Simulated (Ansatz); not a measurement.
**Energy of Re along an even scaling of the cell**

System: Re (P6/mmm, 3 atoms in the cell).
Method: DFT, LDA (PW92), plane waves (420 eV) with PAW, scalar-relativistic, no spin polarisation (Ansatz 0.2.0).

The 6 runs differ only in the geometry, by an even scaling of the cell at fixed fractional positions.

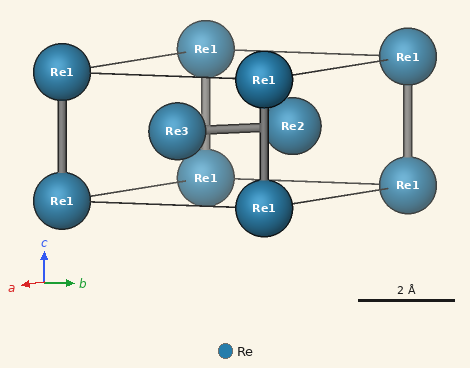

Figure 1. The structure of run 4 (ball-and-stick view of the cell of the calculation, seen at an oblique angle; atoms are numbered from 1 in the order of the input).

### Input of run 4
```yaml
crystal:
  lattice:
    - [4.3755379936, 0.0, 0.0]
    - [-2.1877689968, 3.7893270577, 0.0]
    - [0.0, 0.0, 2.7393927265]
  atoms:
    - { symbol: Re, position: [0.0, 0.0, 0.0] }
    - { symbol: Re, position: [0.3333333333, 0.6666666667, 0.5] }
    - { symbol: Re, position: [0.6666666667, 0.3333333333, 0.5] }
hamiltonian:
  xc: lda
  pseudopotentials:
    kind: paw
    azcp:
      Re: "pseudopotentials/Re.paw.azcp"
basis:
  ecutwfc: 420
  fft_grid_basis: typed
kpoints:
  mp_grid: { grid: [10, 10, 13], shift: [0, 0, 0] }
magnetization:
  spin_polarized: false
scf:
  occupations: { method: fermi_dirac, width: 0.1 }
  lower_state_search: "off"
output:
  stress: true
```

Lattice vectors (Å) and fractional positions of run 4:
```
   4.375538    0.000000    0.000000
  -2.187769    3.789327    0.000000
   0.000000    0.000000    2.739393
Re  0.000000  0.000000  0.000000
Re  0.333333  0.666667  0.500000
Re  0.666667  0.333333  0.500000
```

Run 5 differs from it as follows:
```diff
-    - [4.3755379936, 0.0, 0.0]
-    - [-2.1877689968, 3.7893270577, 0.0]
-    - [0.0, 0.0, 2.7393927265]
+    - [4.4309304308, 0.0, 0.0]
+    - [-2.2154652154, 3.8372983155, 0.0]
+    - [0.0, 0.0, 2.7740722653]
```

### Results, with one run withheld

| run | volume per atom (Å³) | free energy per atom, from the lowest run given (meV) | pressure (GPa) |
| --- | --- | --- | --- |
| 1 | 12.811 | 317.81 | 65.27 |
| 2 | 13.393 | 130.61 | 38.70 |
| 3 | 14.558 | 0.00 | 0.01 |
| 4 | 15.140 | 26.15 | −13.90 |
| 5 | 15.722 | ? | ? |
| 6 | 16.305 | 205.79 | −34.05 |

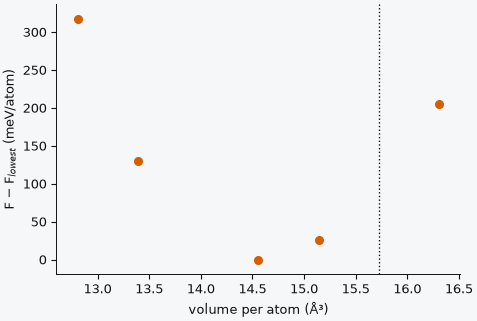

Figure 2. Free energy per atom of the runs given; the dotted line marks run 5.

What should run 5 give?

A cubic polynomial in V^(−2/3) (the Birch–Murnaghan form), fitted to the 5 runs given, misses them by at most 0.05 meV per atom. With x = V^(−2/3) − 0.16932 Å⁻², it reads F = 3.6469 + 4497.6 x + 1.4099e+06 x² + 1.6277e+06 x³ (meV per atom). At run 5 it gives 97.54 meV per atom, and the run itself gives 97.73. The slope of the fit gives a pressure −dF/dV of −25.07 GPa there, and the run prints −25.08 GPa. The fit has its minimum at 14.559 Å³ per atom, where V d²F/dV² gives 386 GPa. Cell shape and fractional positions are held, so this is the stiffness under even scaling; the relaxed bulk modulus wasn't computed.

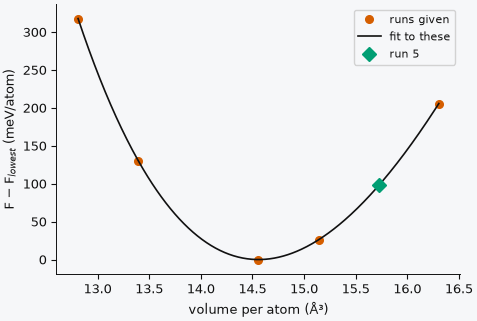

Figure 3. The fit and the withheld run.

### Output, shortened to warnings, some set-up lines, iterations and results (run 5)
```
Warning: [file] the record states the generating functional pbe (its physics header spells it `PBE`), which answers neither for hamiltonian.xc's functional nor for the lda family's — results may be inconsistent (PPs are generated against a specific XC)
Basis set: ecut = 420 eV, 939 PW (Γ)
Symmetry: 24 space group operations
k-points: 98 of 1300
Initial density: superposition of atomic densities (neutral atoms: chi_scale 0, normalization atom), corrected by the library's trained network
[...]
SCF iter   1: F=—  HF=-31822.139358 eV  |F-HF|=—  |Δ(HF+E_count)|=         —  Δρ=1.19e-2  dr2=6.54e-2  ethr=1.77e-3  ⟨swp⟩=5.1  Hψ=9518  notcnv=0
SCF iter   2: F=—  HF=-31822.135917 eV  |F-HF|=—  |Δ(HF+E_count)|=   3.44e-3  Δρ=7.34e-3  dr2=3.00e-2  ethr=1.45e-4  ⟨swp⟩=1.0  Hψ=3430  notcnv=0
SCF iter   3: F=—  HF=-31822.132379 eV  |F-HF|=—  |Δ(HF+E_count)|=   3.54e-3  Δρ=6.05e-4  dr2=7.90e-5  ethr=6.67e-5  ⟨swp⟩=2.0  Hψ=3141  notcnv=0
SCF iter   4: F=—  HF=-31822.132359 eV  |F-HF|=—  |Δ(HF+E_count)|=   2.03e-5  Δρ=1.74e-4  dr2=1.33e-5  ethr=1.75e-7  ⟨swp⟩=2.6  Hψ=4996  notcnv=0
SCF iter   5: F=—  HF=-31822.132356 eV  |F-HF|=—  |Δ(HF+E_count)|=   2.59e-6  Δρ=2.16e-5  dr2=2.55e-7  ethr=2.95e-8  ⟨swp⟩=2.5  Hψ=4376  notcnv=0
SCF iter   6: F=-31822.132356 eV  HF=-31822.132356 eV  |F-HF|=6.55e-11  |Δ(HF+E_count)|=   2.60e-8  Δρ=4.84e-6  dr2=4.14e-9  ethr=2.22e-10  ⟨swp⟩=4.0  Hψ=8525  notcnv=0
SCF 1 converged in 6 iterations: F = -31822.132356 eV  dr2 = 4.14e-9
SCF converged after 6 iterations
Free energy (F): -31822.132356 eV
Harris-Foulkes:  -31822.132356 eV  (|F-HF|=6.55e-11)
Internal energy: -31822.056484 eV  (E = F + TS)
E sigma→0 (E₀):  -31822.094420 eV
Entropy (-TS):   -0.075872 eV (-25.291 meV/atom)
Fermi energy:    21.883014 eV
--- Per-component energies (eV) ---
  E_band       = -306.000950
  E_kinetic    = 1616.668459
  E_local      = -2482.111617  (includes V_loc(G=0)·N_el)
  E_nonlocal   = 163.469184
  E_hartree    = 875.390953
  E_xc         = -1199.250785
  E_vxc        = -909.860915  (∫ρ·V_xc dr)
  E_paw        = -25205.250733  (= ΣΔE_a)
  E_vpaw       = -444.947158  (= ΣTr[D̂ρ^β])
  E_aug_tail   = -0.000206  (compensation charges beyond the density's cutoff)
  E_ewald      = -5591.928966
  E_core_change = 0.957228  (= ΣΔE_core)
  E_smearing   = -0.075872  (= −TS)
  E_closure    = 0.000000  (closes the sum)
  Σ components = -31822.132356   (vs F -31822.132356, Δ=0.00e0)
--- Stress (GPa, compression-positive) ---
      -25.970394       0.000000       0.000000
        0.000000     -25.970394       0.000000
        0.000000       0.000000     -23.309307
  P = ⅓ Tr σ = -25.0834 GPa (-250.834 kbar)
```

Warnings of the run: the PAW datasets were made with another functional. Spin–orbit coupling is left out, which matters for Re.
